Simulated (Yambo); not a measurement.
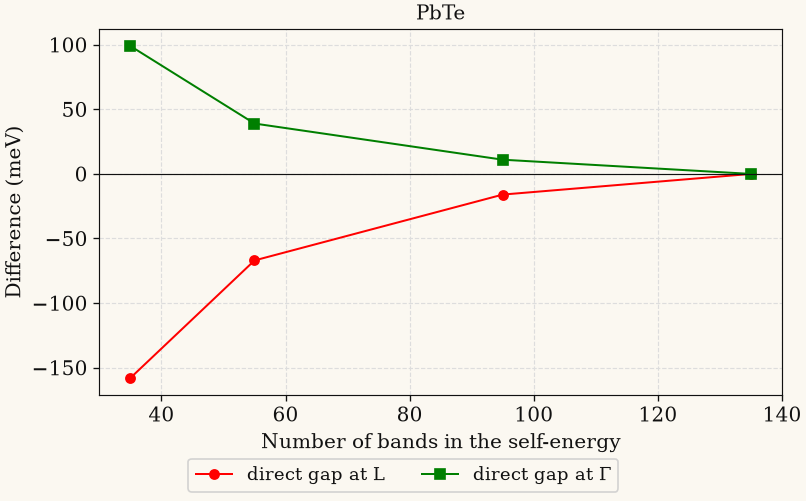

G0W0 gaps of rocksalt PbTe, space group Fm-3m (No. 225), 2 atoms in the primitive cell (cubic a = 6.462 Å) as the number of bands in the self-energy is raised, all else fixed. The plot shows differences from the last run. Method: PBEsol, PseudoDojo 0.4.1 SR PBEsol standard, no spin polarisation, no spin-orbit coupling, 4×4×4 k mesh, 1088 eV cutoff, fixed occupations (Yambo); in the last run, G0W0 with frequency dependence of W plasmon pole, bands in the response 135, bands in the self-energy 135, cutoff of the response matrix 6 Ry and cutoff of exchange and Vxc 80 Ry.

How well are these gaps converged with the number of bands in the self-energy?

Answer. The direct gap at L starts −158 meV from the last run and still moves by 16 meV in the last step, from 95 to 135. The direct gap at Γ starts +99 meV from the last run and still moves by 11 meV in the last step, from 95 to 135. This holds at the response cutoff of these runs; a larger one needs more bands.

| number of bands in the self-energy | direct gap at L (eV) | direct gap at Γ (eV) |
| --- | --- | --- |
| 35 | 0.854 | 5.976 |
| 55 | 0.945 | 5.916 |
| 95 | 0.996 | 5.888 |
| 135 | 1.012 | 5.877 |

The k mesh is coarse (spacing up to 0.42 Å⁻¹), so the values aren't converged. The potentials hold a filled d shell without the s and p states of that shell, which can shift GW gaps by tenths of an eV, either way. Spin-orbit coupling is left out, which matters for Pb and Te. The settings that aren't varied aren't converged either.
